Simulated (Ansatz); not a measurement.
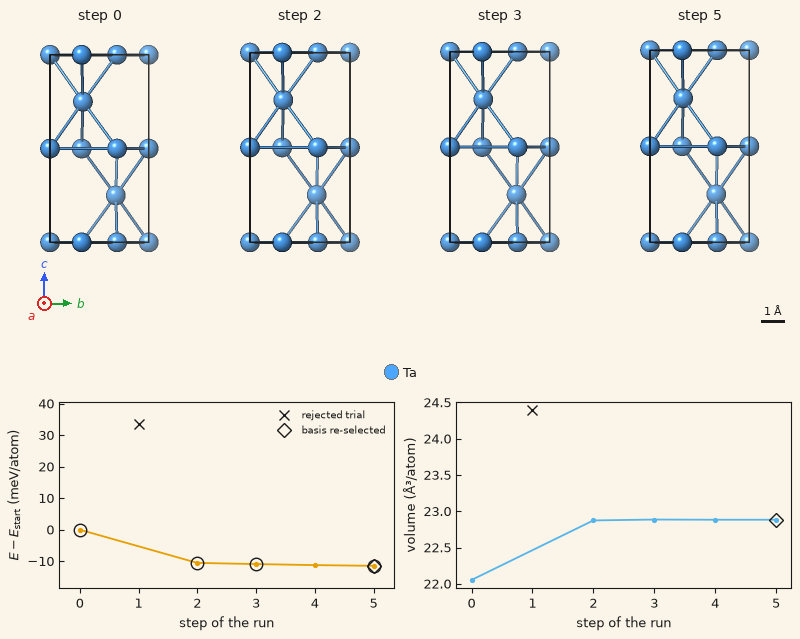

Frames of a relaxation of a crystal of Ta (set up in P6_322), marked on the history of the run. A ball-and-stick model of the cell of the calculation, seen along the a axis.

These are results of DFT r2SCAN, scalar-relativistic, plane waves, PAW (Ansatz 0.2.0), not measurements. Set-up: plane-wave cutoff 500 eV; k-point mesh 12 × 12 × 6; occupations gaussian; smearing width 0.1 eV; no spin polarisation; cell and atoms relaxed; force threshold 0.005 eV/Å; at most 80 steps.

Describe the path.

Over 3 accepted moves (5 points after the start) the energy falls by 11.5 meV per atom. Largest force component: 0.048 eV/Å at the start, 0.0031 eV/Å at the end. Pressure: 4.61 GPa at the start and 0.01 GPa at the end. The line search rejected the trial step at point 1 of the run. The SCF was repeated once at an unchanged geometry on a basis and grid sized afresh for the cell, which shifted the energy by 0.2 meV per atom at most. The largest moves relative to the cell, 0.014 Å, are those of Ta atoms. The volume changes by +3.8 %, with a = b 4.983 → 5.016 Å (+0.7 %), c 8.203 → 8.401 Å (+2.4 %). Near-neighbour distances that change, for instance: Ta–Ta 2.769 → 2.811 Å, Ta–Ta 2.659 → 2.700 Å, Ta–Ta 2.933 → 2.940 Å. The space group stays P6_322 (No. 182). The run took 12 min on 2 threads of Intel(R) Xeon(R) Processor @ 2.50GHz (Skylake/Cascade Lake), on a shared host, peak memory 1.3 GiB. From step 0 to 2: volume +3.7 %, energy −10.5 meV per atom. From step 2 to 3: energy −0.4 meV per atom. From step 3 to 5: energy −0.6 meV per atom.
